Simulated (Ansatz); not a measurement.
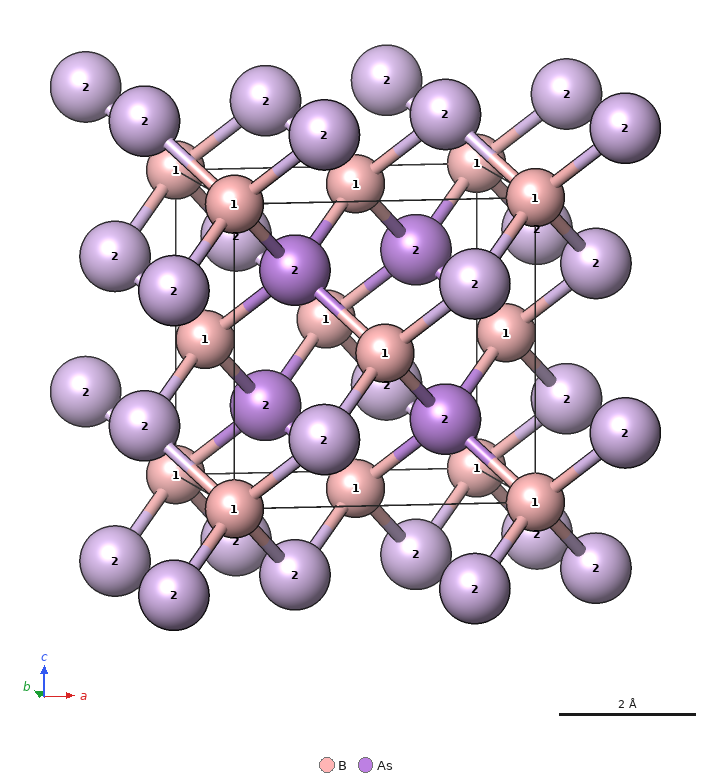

*The structure as given in the input (ball-and-stick view of the cell 4 times as large as that of the calculation, set on its symmetry axes, seen slightly off an axis; neighbours outside the cell are drawn fainter; atoms are numbered from 1 in the order of the input).*

Near neighbours in the crystal (not all of them lie inside the picture): B has 4 As at 1.96 Å; As has 4 B at 1.96 Å.

Run report: BAs, geometry relaxation

System: BAs (F-43m, 2 atoms in the cell).
Method: DFT, r2SCAN, PAW with Ansatz's default frozen-core files, scalar-relativistic, no spin polarisation (Ansatz 0.2.0).

The structure derives from an entry of the Crystallography Open Database. Its volume is 0.85 times that of the source entry. It belongs to a series of runs on one base structure; here: atoms relaxed at 0.85 of the volume. Figures and captions count atoms from 1; the log counts them from 0 in places.

## Input file
```yaml
crystal:
  lattice:
    - [0.0, 2.2625501845, 2.2625501845]
    - [2.2625501845, 0.0, 2.2625501845]
    - [2.2625501845, 2.2625501845, 0.0]
  atoms:
    - { symbol: B, position: [0.0, 0.0, 0.0] }
    - { symbol: As, position: [0.25, 0.25, 0.25] }
kpoints:
  mp_grid: { grid: [13, 13, 13] }
scf:
  occupations: { method: fermi_dirac, width: 0.05 }
hamiltonian:
  xc: r2scan
  pseudopotentials: { kind: paw }
output:
  forces: true
  stress: true
  write_density: true
  write_potential: true
  elf: true
  volumetric_format: npy
relax:
  f_tol: 0.01
  max_steps: 30
```

Hardware: 1 thread of AMD EPYC (Zen 3), 16 GiB of memory available, shared host.

Command:
```bash
ansatz run input.yaml --threads 1 --pin off --max-ram 2048MiB --backend cpu --events-out ev --progress --plain --runs-dir out
```

## What the program printed
```
Warning: output.stress: scf.convergence.dr2_threshold = 1e-7 eV (the SCF's general default) is looser than the 2e-10 eV advised for a printed stress (1e-10 eV for each atom of the cell: 2). What an SCF threshold leaves in a stress goes as its square root, and in the free energy as the threshold itself, and one threshold admits the most on a small cell: of the crystals measured, under no hybrid functional and no lock of the moments, on runs that ended without the residual-converged pass, on stresses that held no estimate of that error, the worst erred by over 100 MPa in a component at 1e-7 eV an atom and by under 5 at 1e-10. Every solve of this run answers to scf.convergence.dr2_threshold, and the tensor of one is reported: a single SCF on the reported geometry and on this run's grids (its basis.xc_grid and basis.ecutrho_ratio typed), with scf.convergence.dr2_threshold at 2e-10 eV or tighter, prints it and tightens no other solve. Else set scf.convergence.dr2_threshold to 2e-10 eV or tighter. The threshold is an SCF's pass mark: one that does not reach it within its budget of iterations ends unconverged, or closes short of it on a stop that the run arms, and scf.convergence.dr2_threshold's page says what that costs each kind of run
Engine: ansatz 0.2.0, x86_64-unknown-linux-gnu
Pseudopotentials: kind: paw
Pseudopotential: B, paw, valence charge 3, recommended cutoff 500 eV (meta_gga), B.paw.azcp
Pseudopotential: As, paw, valence charge 15, recommended cutoff 500 eV (meta_gga), As.paw.azcp
Functional definition: r2SCAN
  parameter k0 = 0.174
  parameter k1 = 0.065
  parameter a1 = 4.9479
  exchange = r2scan_x(k0 = k0, k1 = k1, a1 = a1)
  correlation = r2scan_c
Crystal: 2 atoms, lattice volume = 23.165 Å³
Basis set: ecut = 500 eV, 609 PW (Γ), exchange–correlation on 96×96×96 points (64 copies of the dense FFT grid, shifted against one another)
Bands: 13, of which v1, the nominal top of the filled ones, is band 9 counted from 1 (8 counted from 0)
Symmetry: 24 space group operations
Space group: F-43m (ITA 216), of the structure as read, at distance tolerance 2.9e-5 Å
k-points: 84 of 2197 (time reversal used)
Non-local potential: B, projectors of the file, l = 0: 2, l = 1: 2, l = 2: 1
Non-local potential: As, projectors of the file, l = 0: 2, l = 1: 2, l = 2: 3, l = 3: 1
PAW form: soft (Blöchl's): semilocal exchange-correlation on the pseudo side does not see the compensation charge
PAW frozen core: B, regenerated for the run's functional (the file was generated under x = pbe(κ = 0.804, μ = 0.2195149727645171), c = pbe(β = 0.06672455060314922))
PAW frozen core: As, regenerated for the run's functional (the file was generated under x = pbe(κ = 0.804, μ = 0.2195149727645171), c = pbe(β = 0.06672455060314922))
PAW one-centre angular grid: B, 302 points (default); XC on 160 Gauss nodes
PAW one-centre angular grid: As, 590 points (default); XC on 160 Gauss nodes
Initial density: superposition of atomic densities (neutral atoms: chi_scale 0, normalization atom), corrected by the library's trained network
Initial wavefunctions: pseudopotential atomic-orbital guess
Functional: x = r2scan, c = r2scan; τ floored in thin density (d = 2e-4 eV/Å³)
SCF iter   1: F=—  HF=-5020.931099 eV  |F-HF|=—  |Δ(HF+E_count)|=         —  Δρ=5.42e-3  dr2=6.70e-3  dr2_τ=1.55e-1  ethr=1.77e-3  ⟨swp⟩=5.2  Hψ=6409  notcnv=0
preconditioner: auto → none  [insulator: Δε(μ)=1.160 eV  Ē_g=14.593 eV  σ=0.050 eV  W_gap=1.00  n_scr=8 (ndim 8)  ℏωp=21.8 eV  f_vac=0.000  D(μ)=0.00/eV (n_scr^D=0)  ε∞_Penn≈3.2]
SCF iter   2: F=—  HF=-5020.966840 eV  |F-HF|=—  |Δ(HF+E_count)|=   3.57e-2  Δρ=2.62e-3  dr2=8.21e-4  dr2_τ=8.37e-5  ethr=3.72e-5  ⟨swp⟩=2.0  Hψ=2856  notcnv=0
SCF iter   3: F=—  HF=-5020.966982 eV  |F-HF|=—  |Δ(HF+E_count)|=   1.41e-4  Δρ=1.41e-3  dr2=2.20e-4  dr2_τ=5.22e-6  ethr=4.56e-6  ⟨swp⟩=2.0  Hψ=1846  notcnv=0
SCF iter   4: F=—  HF=-5020.967066 eV  |F-HF|=—  |Δ(HF+E_count)|=   8.41e-5  Δρ=1.48e-4  dr2=2.61e-6  dr2_τ=1.96e-7  ethr=1.22e-6  ⟨swp⟩=1.0  Hψ=1092  notcnv=0
SCF iter   5: F=—  HF=-5020.967067 eV  |F-HF|=—  |Δ(HF+E_count)|=   9.19e-7  Δρ=1.71e-5  dr2=3.72e-8  dr2_τ=3.22e-9  ethr=1.45e-8  ⟨swp⟩=2.0  Hψ=1360  notcnv=0
SCF iter   6: F=-5020.967067 eV  HF=-5020.967067 eV  |F-HF|=3.72e-9  |Δ(HF+E_count)|=   1.74e-8  Δρ=4.46e-6  dr2=1.36e-9  dr2_τ=1.53e-10  ethr=2.07e-10  ⟨swp⟩=5.0  Hψ=5767  notcnv=0
SCF 1 converged in 6 iterations: F = -5020.967067 eV  dr2 = 1.36e-9
  greatest PAW one-centre occupation: 0.999 electrons in one spin orbital (limit 2), on the As atom at site 1 (counted from 0), in its partial waves of l = 2
relax step   1: F+E_penalty+E_count = -5020.96706663 eV  Δ(F+E_penalty+E_count) = +0.000e0 eV  max|allowed force component| = 2.671e-16 eV/Å  Δτ_max = 0.0000 Å  (6 SCF iters, accepted)
NSCF: frozen V_eff on 84 k-points
the band table was solved once a step of the walk had ended and its energy, with any forces and stress, was formed, with the checks that follow a solve (6181 applications of the Hamiltonian). They found nothing against the state; the energy, forces and stress were not computed again (output.eigenvalues in the input reference)
Initial density: handed on by an earlier stage of this run
Initial wavefunctions: those handed on with the density
iter 1 solved again at ethr=7.54e-12 eV; its pass at ethr=3.10e-3 eV (dr2=1.36e-9 eV) is discarded
SCF iter   1: F=—  HF=-5020.967067 eV  |F-HF|=—  |Δ(HF+E_count)|=         —  Δρ=4.46e-6  dr2=1.36e-9  dr2_τ=1.53e-10  ethr=7.54e-12  ⟨swp⟩=1.0  Hψ=6260  notcnv=0
preconditioner: auto → none  [insulator: Δε(μ)=1.200 eV  Ē_g=14.569 eV  σ=0.050 eV  W_gap=1.00  n_scr=8 (ndim 8)  ℏωp=21.8 eV  f_vac=0.000  D(μ)=0.00/eV (n_scr^D=0)  ε∞_Penn≈3.2]
SCF iter   2: F=-5020.967067 eV  HF=-5020.967067 eV  |F-HF|=9.93e-10  |Δ(HF+E_count)|=   2.94e-9  Δρ=2.31e-6  dr2=3.54e-10  dr2_τ=4.97e-11  ethr=7.54e-12  ⟨swp⟩=6.0  Hψ=4468  notcnv=0
SCF 2 converged in 2 iterations: F = -5020.967067 eV  dr2 = 3.54e-10
NSCF: frozen V_eff on 84 k-points
the band table was solved once a step of the walk had ended and its energy, with any forces and stress, was formed, with the checks that follow a solve (6009 applications of the Hamiltonian). They found nothing against the state; the energy, forces and stress were not computed again (output.eigenvalues in the input reference)
SCF converged after 2 iterations
Free energy (F): -5020.967067 eV
Harris-Foulkes:  -5020.967067 eV  (|F-HF|=9.93e-10)
Internal energy: -5020.967067 eV  (E = F + TS)
E sigma→0 (E₀):  -5020.967067 eV
Entropy (-TS):   -0.000000 eV (-0.000 meV/atom)
Fermi energy:    14.430091 eV
--- Per-component energies (eV) ---
  E_band       = -181.001383
  E_kinetic    = 159.582983
  E_local      = -1549.270178  (includes V_loc(G=0)·N_el)
  E_nonlocal   = -657.193200
  E_hartree    = 887.038795
  E_xc         = -108.576922
  E_vxc        = -129.794909  (∫ρ·V_xc dr)
  E_paw        = -1929.228641  (= ΣΔE_a)
  E_vpaw       = 215.200553  (= ΣTr[D̂ρ^β])
  E_aug_tail   = -0.000009  (compensation charges beyond the density's cutoff)
  E_vtau       = 6.395739  (kinetic-family band-sum trace: ∫τ·v_τ [+ j·A + Jᵃ·Aᵃ] dr)
  E_ewald      = -1821.844045
  E_core_change = -1.475850  (= ΣΔE_core)
  E_smearing   = -0.000000  (= −TS)
  E_closure    = -0.000000  (closes the sum)
  Σ components = -5020.967067   (vs F -5020.967067, Δ=0.00e0)
--- Forces (eV/Å), atoms counted from 1 ---
  atom   1  B      0.00000000    -0.00000000    -0.00000000
  atom   2  As     0.00000000    -0.00000000     0.00000000
  max |Σ_I F_I| component: 5.41e-16 eV/Å
--- Stress (GPa, compression-positive) ---
       32.812910      -0.000000      -0.000000
        0.000000      32.812910       0.000000
       -0.000000       0.000000      32.812910
  P = ⅓ Tr σ = 32.8129 GPa (328.129 kbar)
--- Band table (eV; the first three rows and the last of 84) ---
  k-point 0: bands = ["-23.0624", "-23.0624", "-23.0624", "-23.0141", "-23.0141", "-3.9702", "13.8508", "13.8508", "13.8508", "17.5046", "17.5046", "17.5046", "21.1999"]
  k-point 1: bands = ["-23.0620", "-23.0614", "-23.0614", "-23.0141", "-23.0141", "-3.8523", "12.8053", "13.6071", "13.6071", "17.8222", "17.8222", "17.8873", "21.5624"]
  k-point 2: bands = ["-23.0609", "-23.0588", "-23.0588", "-23.0139", "-23.0139", "-3.5010", "10.7746", "13.0837", "13.0837", "18.1618", "18.4934", "18.4934", "22.4659"]
  k-point 83: bands = ["-23.0560", "-23.0462", "-23.0299", "-23.0205", "-23.0079", "1.5425", "4.4867", "6.8833", "7.7080", "19.3715", "20.6987", "21.5638", "23.1534"]
--- Relaxed structure (1 steps of the walk, 1 accepted, 0 SCFs on fresh bases) ---
  F+E_penalty+E_count = -5020.96706663 eV   max|allowed force component| = 2.671e-16 eV/Å
  atoms:
    - { symbol: B, position: [0.0, 0.0, 0.0] }
    - { symbol: As, position: [0.25, 0.25, 0.25] }
```

## File rho_z.tsv
```
# z_ang	rho[e/angstrom^3]
# format = ansatz-planar-average/11
# lattice	0.000000000	2.262550184	2.262550184
# lattice	2.262550184	0.000000000	2.262550184
# lattice	2.262550184	2.262550184	0.000000000
# sites	2
# site	5	0.000000000	0.000000000	0.000000000
# site	33	1.131275092	1.131275092	1.131275092
0.000000	5.494677e-1
0.133322	7.075640e-1
0.266644	9.560855e-1
0.399966	1.302196e0
0.533288	1.692875e0
0.666610	2.005467e0
0.799932	2.102876e0
0.933254	1.927193e0
1.066576	1.546684e0
1.199898	1.107137e0
1.333220	7.363670e-1
1.466543	4.870982e-1
1.599865	3.463127e-1
1.733187	2.756643e-1
1.866509	2.419955e-1
1.999831	2.265600e-1
2.133153	2.222101e-1
2.266475	2.277564e-1
2.399797	2.431190e-1
2.533119	2.674471e-1
2.666441	2.995889e-1
2.799763	3.388546e-1
2.933085	3.869950e-1
3.066407	4.516387e-1
```

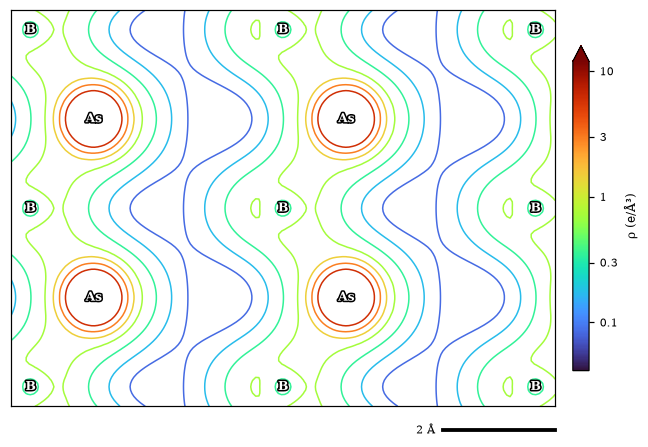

*Valence pseudo-density on the (101) plane of the conventional cell.*

The section cuts through B and As sites. B–As (1.96 Å): the density is about 0.94 e/Å³ at the midpoint. Away from the nuclei the density in this plane falls to 0.04 e/Å³ at its lowest. In a PAW calculation such maps are meaningful between the atoms, not at the nuclei.

## Key numbers

```csv
quantity,value
outcome,converged
space group (tolerance 0.01 Å),F-43m (216)
electrons treated,18
free energy,−5020.9671 eV
Fermi energy,14.430 eV
pressure,32.81 GPa
final volume,23.16 Å³
largest force (length of the vector),under 0.001 eV/Å
wall time,7 s
peak memory,0.48 GiB
```

## Notes

The input already met the tolerances, so nothing moved. Warnings of the run: the SCF threshold is looser than advised for the printed stress. The cell is under a pressure of 33 GPa at this level, so it is not at its equilibrium volume.

Warnings of the run: the SCF threshold is looser than advised for the printed stress. The cell is under a pressure of 33 GPa at this level, so it is not at its equilibrium volume.
